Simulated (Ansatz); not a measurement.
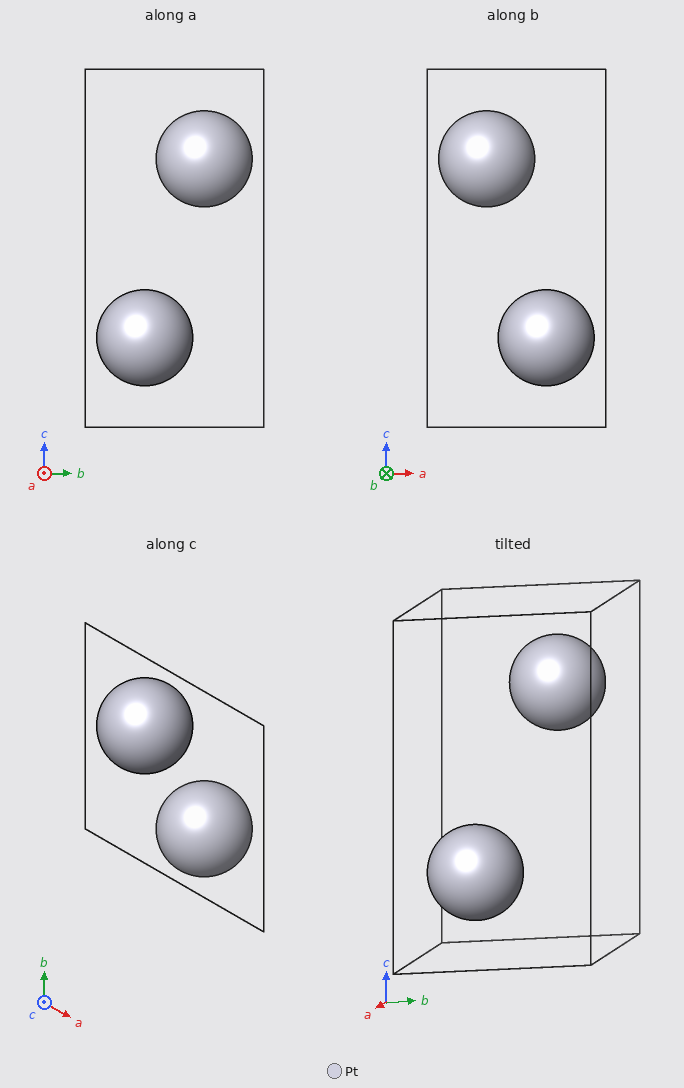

We look at a spheres-only model of the crystal along the a axis, along the b axis, along the c axis and slightly off an axis. One conventional unit cell is outlined, and atoms on its boundary appear in each equivalent place.

Lattice parameters: a = 2.7232 Å, b = 2.7232 Å, c = 4.7304 Å, α = 90.000°, β = 90.000°, γ = 120.000°.

### Give the atomic positions as a CIF with its space group and independent sites.

```cif
data_structure
_symmetry_space_group_name_H-M 'P 63/m m c'
_symmetry_Int_Tables_number 194
_cell_length_a 2.7232
_cell_length_b 2.7232
_cell_length_c 4.7304
_cell_angle_alpha 90.000
_cell_angle_beta 90.000
_cell_angle_gamma 120.000
_cell_volume 30.38
loop_
_atom_site_label
_atom_site_type_symbol
_atom_site_symmetry_multiplicity
_atom_site_Wyckoff_symbol
_atom_site_fract_x
_atom_site_fract_y
_atom_site_fract_z
_atom_site_occupancy
Pt1 Pt 2 d 0.3333 0.6667 0.7500 1
```

Source of the structure: a structure type filled with this element by a generator (whether the element takes this form wasn't checked). It was relaxed at fixed volume with DFT r2SCAN, scalar-relativistic, plane waves, PAW in Ansatz 0.2.0.
